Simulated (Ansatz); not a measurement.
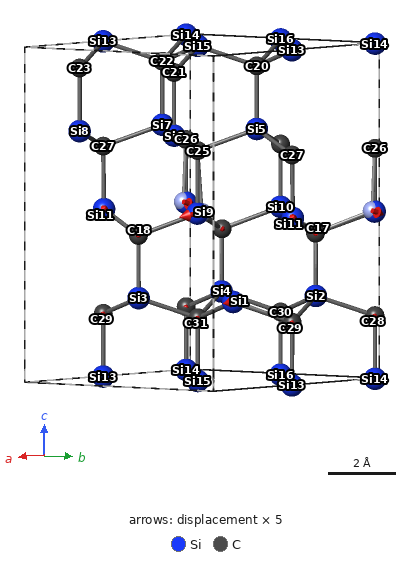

A relaxation of a defect cell of composition Si₁₆C₁₅. The starting structure is drawn faded, the final one solid; red arrows show the displacements, 5 times their true length.

A ball-and-stick model of the cell of the calculation (origin shifted), seen from a free direction.

Case: C vacancy (site b), charge +0, atoms relaxed at the host's cell.

The calculation used DFT r2SCAN, scalar-relativistic, plane waves, PAW (Ansatz).

The input:
```yaml
crystal:
  lattice:
    - [6.1551186199, -5.8e-09, 0.0]
    - [-3.077559315, -5.3304890853, 0.0]
    - [0.0, 0.0, -10.0767692094]
  atoms:
    - { symbol: Si, position: [0.1612669436, 0.3433088495, 0.0649950358] }
    - { symbol: Si, position: [0.6666666667, 0.3333333333, 0.0621623809] }
    - { symbol: Si, position: [0.1666666667, 0.8333333333, 0.0621623809] }
    - { symbol: Si, position: [0.6666666667, 0.8333333333, 0.0621623809] }
    - { symbol: Si, position: [0.8333333333, 0.1666666667, 0.5621623809] }
    - { symbol: Si, position: [0.3333333333, 0.1666666667, 0.5621623809] }
    - { symbol: Si, position: [0.8333333333, 0.6666666667, 0.5621623809] }
    - { symbol: Si, position: [0.3333333333, 0.6666666667, 0.5621623809] }
    - { symbol: Si, position: [-0.0258178819, 9.32518e-05, 0.314009995] }
    - { symbol: Si, position: [0.5, 0.0, 0.3121068174] }
    - { symbol: Si, position: [-0.0070061413, 0.4964498267, 0.3095997596] }
    - { symbol: Si, position: [0.5186636767, 0.5032200384, 0.3149920584] }
    - { symbol: Si, position: [0.0, 0.5, 0.8121068174] }
    - { symbol: Si, position: [0.5, 0.5, 0.8121068174] }
    - { symbol: Si, position: [0.0, 1.0, 0.8121068174] }
    - { symbol: Si, position: [0.5, 1.0, 0.8121068174] }
    - { symbol: C, position: [0.6666666667, 0.3333333333, 0.2501959953] }
    - { symbol: C, position: [0.1666666667, 0.8333333333, 0.2501959953] }
    - { symbol: C, position: [0.6666666667, 0.8333333333, 0.2501959953] }
    - { symbol: C, position: [0.8333333333, 0.1666666667, 0.7501959953] }
    - { symbol: C, position: [0.3333333333, 0.1666666667, 0.7501959953] }
    - { symbol: C, position: [0.8333333333, 0.6666666667, 0.7501959953] }
    - { symbol: C, position: [0.3333333333, 0.6666666667, 0.7501959953] }
    - { symbol: C, position: [0.5, 0.0, 0.4995358063] }
    - { symbol: C, position: [0.0, 0.0, 0.4995358063] }
    - { symbol: C, position: [0.5, 0.5, 0.4995358063] }
    - { symbol: C, position: [0.0, 0.5, 0.4995358063] }
    - { symbol: C, position: [0.5, 0.5, 0.9995358063] }
    - { symbol: C, position: [0.0, 0.5, 0.9995358063] }
    - { symbol: C, position: [0.5, 1.0, 0.9995358063] }
    - { symbol: C, position: [0.0, 1.0, 0.9995358063] }
  host:
    lattice:
      - [3.07755931, -2.9e-09, 0.0]
      - [-1.5387796525, 2.6652445455, 0.0]
      - [0.0, 0.0, 10.0767692094]
    atoms:
      - { symbol: Si, position: [0.6666666667, 0.3333333333, 0.9378376191] }
      - { symbol: Si, position: [0.3333333333, 0.6666666667, 0.4378376191] }
      - { symbol: Si, position: [0.0, 0.0, 0.6878931826] }
      - { symbol: Si, position: [0.0, 0.0, 0.1878931826] }
      - { symbol: C, position: [0.6666666667, 0.3333333333, 0.7498040047] }
      - { symbol: C, position: [0.3333333333, 0.6666666667, 0.2498040047] }
      - { symbol: C, position: [0.0, 0.0, 0.5004641937] }
      - { symbol: C, position: [0.0, 0.0, 0.0004641937] }
basis:
  ecutwfc: 500
  xc_grid: 3
kpoints:
  mp_grid: { grid: [2, 2, 2], shift: [0.0, 0.0, 0.0] }
hamiltonian:
  xc: r2scan
scf:
  occupations: { method: gaussian, width: 0.01 }
output:
  forces: true
  stress: false
  eigenvalues: true
  charged_corrections:
    defect_position: [0.16666667, 0.33333333, 0.250196]
    epsilon: [[9.7536, 0.0, 0.0], [0.0, 9.7536, 0.0], [0.0, 0.0, 10.372]]
  write_density: true
  write_potential: true
  elf: true
  volumetric_format: npy
relax:
  adjacent_minimum: "off"
  f_tol: 0.025
  max_steps: 45
```

Command:
```bash
ansatz run input.yaml --threads 8 --pin off --max-ram 20480MiB --backend cpu --events-out ev --progress --plain --runs-dir out
```

Which element moves most?

Silicon: up to 0.16 Å, against 0.03 Å for carbon.

What happened in the run?

The atom that moves furthest is Si9 (0.16 Å roughly along +a). Largest moves by element: Si 0.16 Å, C 0.03 Å. The cell doesn't change. Among the contacts that change: Si9–C18 2.022 → 1.885 Å, Si9–C19 1.763 → 1.885 Å, Si12–C17 1.817 → 1.885 Å, Si1–C31 1.946 → 1.885 Å. Bond angles that change, for instance: C18–Si9–C25 104.2° → 110.0°, C19–Si9–C25 115.5° → 110.0°, Si5–C25–Si9 105.3° → 109.9°. Over 3 accepted moves (4 points after the start) the energy falls by 0.473 eV per cell of the calculation. The largest force component goes from 3.6 to 0.021 eV/Å. 1 step only repeated the SCF at the same geometry. The run took 17 s on 8 threads of Intel(R) Xeon(R) Platinum 8488C (Sapphire Rapids) (shared host), peak memory 2.2 GiB.

Limits of the set-up: the periodic images lie only 6.2 Å apart, so the values are limited by the cell's size.
